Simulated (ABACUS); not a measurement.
Geometry relaxation, with input and output: W (part 2 of 3)

Continued. System: W (Im-3m, 1 atom in the cell). Method: Kohn-Sham DFT of a periodic cell, PW91, PseudoDojo NC SR 0.5 PBE stringent, no spin polarisation (ABACUS 3.10.1); cutoff 1006.82 eV, 10×10×10 k-mesh, fermi-dirac of 0.05 eV. The structure derives from an entry of the Crystallography Open Database.

Geometry of the input (Å; fractional positions):
```
2.7407  0.0000  0.0000
-0.9136  2.5840  0.0000
-0.9136  -1.2920  2.2378
W  0.0000  0.0000  0.0000
```

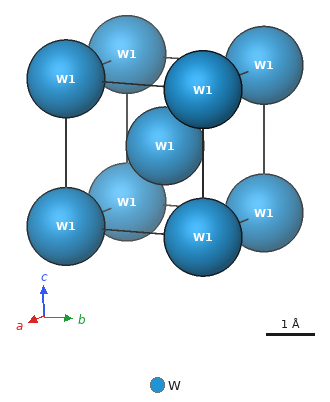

*The structure as given in the input (spheres-only view of the cell 2 times as large as that of the calculation, set on its symmetry axes, seen slightly off an axis; atoms are numbered from 1 in the order of the input).*

What the program printed, continued:
```
 Density error is 3.65101185604e-09
                          Error Threshold = 2.02470574376e-10
----------------------------------------------------------
     Energy           Rydberg                 eV
----------------------------------------------------------
 E_KohnSham     -151.8275853559      -2065.7202744218
 E_KS(sigma->0) -151.8274236221      -2065.7180739207
 E_Harris       -151.8273871793      -2065.7175780906
 E_band         -6.1240446766        -83.3219024080
 E_one_elec     -15.3048917067       -208.2337344843
 E_Hartree      16.0364021039        218.1864440320
 E_xc           -33.2874746961       -452.8993278975
 E_Ewald        -119.2712975894      -1622.7692550699
 E_entropy(-TS) -0.0003234676        -0.0044010021
 E_descf        0.0000000000         0.0000000000
 E_exx          0.0000000000         0.0000000000
 E_Fermi        1.6643340881         22.6444269742
----------------------------------------------------------

 charge density convergence is achieved
 final etot is -2065.7202744 eV
 EFERMI = 22.644426974 eV

 STATE ENERGY(eV) AND OCCUPATIONS    NSPIN == 1
[... levels at 12 further k points ...]

------------------------------------------------------------------------------------------
 TOTAL-FORCE (eV/Angstrom)
------------------------------------------------------------------------------------------
                        W1         0.0000000000         0.0000000000         0.0000000000
------------------------------------------------------------------------------------------

----------------------------------------------------------------
 TOTAL-STRESS (KBAR)
----------------------------------------------------------------
        63.5067907260        -0.0000000057        -0.0000000099
        -0.0000000057        63.5067907218        -0.0000000114
        -0.0000000099        -0.0000000114        63.5067907063
----------------------------------------------------------------
 TOTAL-PRESSURE: 63.506791 KBAR

 Largest gradient in force is 0.000000 eV/A.
 Threshold is 0.010000 eV/A.

 Largest gradient in stress is 63.506791 kbar.
 Threshold is 0.500000 kbar.

 Relaxation is not converged yet!
DIRECT COORDINATES
    atom                   x                   y                   z     mag                  vx                  vy                  vz
taud_W1            0.0000000000        0.0000000000        0.0000000000  0.0000        0.0000000000        0.0000000000        0.0000000000

                          Volume (Bohr^3) = 117.341563
                             Volume (A^3) = 17.388205

 Lattice vectors: (Cartesian coordinate: in unit of a_0)
            +2.826782           -0.000000           -0.000000
            -0.942261           +2.665116           -0.000000
            -0.942261           -1.332558           +2.308058
 Reciprocal vectors: (Cartesian coordinate: in unit of 2 pi/a_0)
            +0.353759           +0.125073           +0.216632
            +0.000000           +0.375218           +0.216632
            +0.000000           +0.000000           +0.433265

 -------------------------------------------
 STEP OF RELAXATION : 2
 -------------------------------------------

[... set-up of the moved cell ...]

 PW ALGORITHM --------------- ION=   2  ELEC=   1--------------------------------
 Notice: Threshold on eigenvalues was too large.
 hsover_error=0.140000 > DRHO=0.000600
 Origin diag ethr = 0.010000
 New diag ethr = 0.000004

 Density error is 0.000269227322
                          Error Threshold = 0.000004287027
----------------------------------------------------------
     Energy           Rydberg                 eV
----------------------------------------------------------
 E_KohnSham     -151.8222959805      -2065.6483087767
 E_Harris       -151.9198703749      -2066.9758765201
 E_Fermi        1.5003951753         20.4139236360
----------------------------------------------------------

[... 2 further cycles ...]
 PW ALGORITHM --------------- ION=   2  ELEC=   4--------------------------------

 Density error is 0.000000002091
                          Error Threshold = 0.000000002940
----------------------------------------------------------
     Energy           Rydberg                 eV
----------------------------------------------------------
 E_KohnSham     -151.8223545878      -2065.6491061701
 E_KS(sigma->0) -151.8221546330      -2065.6463856460
 E_Harris       -151.8224794030      -2065.6508043691
 E_band         -8.3947377575        -114.2162667178
 E_one_elec     -20.3750283146       -277.2164819904
 E_Hartree      17.3519602629        236.0855310449
 E_xc           -33.1596103480       -451.1596441929
 E_Ewald        -115.6392762785      -1573.3530699834
 E_entropy(-TS) -0.0003999095        -0.0054410484
 E_descf        0.0000000000         0.0000000000
 E_exx          0.0000000000         0.0000000000
 E_Fermi        1.4974709713         20.3741377999
----------------------------------------------------------

 charge density convergence is achieved
 final etot is -2065.64910617014 eV
 EFERMI = 20.37413779995 eV

 STATE ENERGY(eV) AND OCCUPATIONS    NSPIN == 1
[... levels at 12 further k points ...]

------------------------------------------------------------------------------------------
 TOTAL-FORCE (eV/Angstrom)
------------------------------------------------------------------------------------------
                        W1         0.0000000000         0.0000000000         0.0000000000
------------------------------------------------------------------------------------------

----------------------------------------------------------------
 TOTAL-STRESS (KBAR)
----------------------------------------------------------------
      -190.0201858124         0.0000000161         0.0000000279
         0.0000000161      -190.0201858005         0.0000000319
         0.0000000279         0.0000000319      -190.0201857569
----------------------------------------------------------------
 TOTAL-PRESSURE: -190.020186 KBAR

 Largest gradient in force is 0.000000 eV/A.
 Threshold is 0.010000 eV/A.

 Largest gradient in stress is 190.020186 kbar.
 Threshold is 0.500000 kbar.

 Relaxation is not converged yet!
DIRECT COORDINATES
    atom                   x                   y                   z     mag                  vx                  vy                  vz
taud_W1            0.0000000000        0.0000000000        0.0000000000  0.0000        0.0000000000        0.0000000000        0.0000000000

                          Volume (Bohr^3) = 109.165877
                             Volume (A^3) = 16.176695

 Lattice vectors: (Cartesian coordinate: in unit of a_0)
            +2.759544           -0.000000           -0.000000
            -0.919848           +2.601723           -0.000000
            -0.919848           -1.300862           +2.253159
 Reciprocal vectors: (Cartesian coordinate: in unit of 2 pi/a_0)
            +0.362379           +0.128120           +0.221911
            +0.000000           +0.384361           +0.221911
            +0.000000           +0.000000           +0.443821

 -------------------------------------------
 STEP OF RELAXATION : 3
 -------------------------------------------

[... set-up of the moved cell ...]

 PW ALGORITHM --------------- ION=   3  ELEC=   1--------------------------------
 Notice: Threshold on eigenvalues was too large.
 hsover_error=0.140000 > DRHO=0.000947
 Origin diag ethr = 0.010000
 New diag ethr = 0.000007

 Density error is 0.000831186662
                          Error Threshold = 0.000006762926
----------------------------------------------------------
     Energy           Rydberg                 eV
----------------------------------------------------------
 E_KohnSham     -151.8278661769      -2065.7240951876
 E_Harris       -151.6645099683      -2063.5015199472
 E_Fermi        1.6212502132         22.0582407832
----------------------------------------------------------

[... 2 further cycles ...]
 PW ALGORITHM --------------- ION=   3  ELEC=   4--------------------------------

 Density error is 0.000000005919
                          Error Threshold = 0.000000008237
----------------------------------------------------------
     Energy           Rydberg                 eV
----------------------------------------------------------
 E_KohnSham     -151.8280372500      -2065.7264227561
 E_KS(sigma->0) -151.8278677830      -2065.7241170398
 E_Harris       -151.8277606958      -2065.7226600437
 E_band         -6.6421164015        -90.3706298403
 E_one_elec     -16.4369987591       -223.6368411427
 E_Hartree      16.3240787461        222.1004855476
 E_xc           -33.2578813514       -452.4966897867
 E_Ewald        -118.4568969517      -1611.6887659417
 E_entropy(-TS) -0.0003389339        -0.0046114326
 E_descf        0.0000000000         0.0000000000
 E_exx          0.0000000000         0.0000000000
 E_Fermi        1.6262776824         22.1266430114
----------------------------------------------------------

 charge density convergence is achieved
 final etot is -2065.72642275606 eV
 EFERMI = 22.12664301135 eV

 STATE ENERGY(eV) AND OCCUPATIONS    NSPIN == 1
[... levels at 12 further k points ...]

------------------------------------------------------------------------------------------
 TOTAL-FORCE (eV/Angstrom)
------------------------------------------------------------------------------------------
                        W1         0.0000000000         0.0000000000         0.0000000000
------------------------------------------------------------------------------------------

----------------------------------------------------------------
 TOTAL-STRESS (KBAR)
----------------------------------------------------------------
        -1.7780833866         0.0000000002         0.0000000003
         0.0000000002        -1.7780833865         0.0000000003
         0.0000000003         0.0000000003        -1.7780833861
----------------------------------------------------------------
 TOTAL-PRESSURE: -1.778083 KBAR

 Largest gradient in force is 0.000000 eV/A.
 Threshold is 0.010000 eV/A.

 Largest gradient in stress is 1.778083 kbar.
 Threshold is 0.500000 kbar.

 Relaxation is not converged yet!
DIRECT COORDINATES
    atom                   x                   y                   z     mag                  vx                  vy                  vz
taud_W1            0.0000000000        0.0000000000        0.0000000000  0.0000        0.0000000000        0.0000000000        0.0000000000

                          Volume (Bohr^3) = 109.165877
                             Volume (A^3) = 16.176695

 Lattice vectors: (Cartesian coordinate: in unit of a_0)
            +2.759544           -0.000000           -0.000000
            -0.919848           +2.601723           -0.000000
            -0.919848           -1.300862           +2.253159
 Reciprocal vectors: (Cartesian coordinate: in unit of 2 pi/a_0)
            +0.362379           +0.128120           +0.221911
            +0.000000           +0.384361           +0.221911
            +0.000000           +0.000000           +0.443821

 -------------------------------------------
 STEP OF RELAXATION : 4
 -------------------------------------------

[... set-up of the moved cell ...]

 PW ALGORITHM --------------- ION=   4  ELEC=   1--------------------------------
 Notice: Threshold on eigenvalues was too large.
 hsover_error=0.140000 > DRHO=0.000155
 Origin diag ethr = 0.010000
 New diag ethr = 0.000001

 Density error is 0.000154650197
                          Error Threshold = 0.000001107990
----------------------------------------------------------
     Energy           Rydberg                 eV
----------------------------------------------------------
 E_KohnSham     -151.8280074396      -2065.7260171655
 E_Harris       -151.8988363263      -2066.6896936071
 E_Fermi        1.6284786748         22.1565890491
----------------------------------------------------------

[... 2 further cycles ...]
 PW ALGORITHM --------------- ION=   4  ELEC=   4--------------------------------

 Density error is 0.000000002092
                          Error Threshold = 0.000000001491
----------------------------------------------------------
     Energy           Rydberg                 eV
----------------------------------------------------------
 E_KohnSham     -151.8280372544      -2065.7264228159
 E_KS(sigma->0) -151.8278678023      -2065.7241173020
 E_Harris       -151.8282639333      -2065.7295069413
 E_band         -6.6416015011        -90.3636242597
 E_one_elec     -16.4368408994       -223.6346933513
 E_Hartree      16.3238569983        222.0974685145
 E_xc           -33.2578174628       -452.4958205382
 E_Ewald        -118.4568969863      -1611.6887664131
 E_entropy(-TS) -0.0003389042        -0.0046110276
 E_descf        0.0000000000         0.0000000000
 E_exx          0.0000000000         0.0000000000
 E_Fermi        1.6262955458         22.1268860547
```
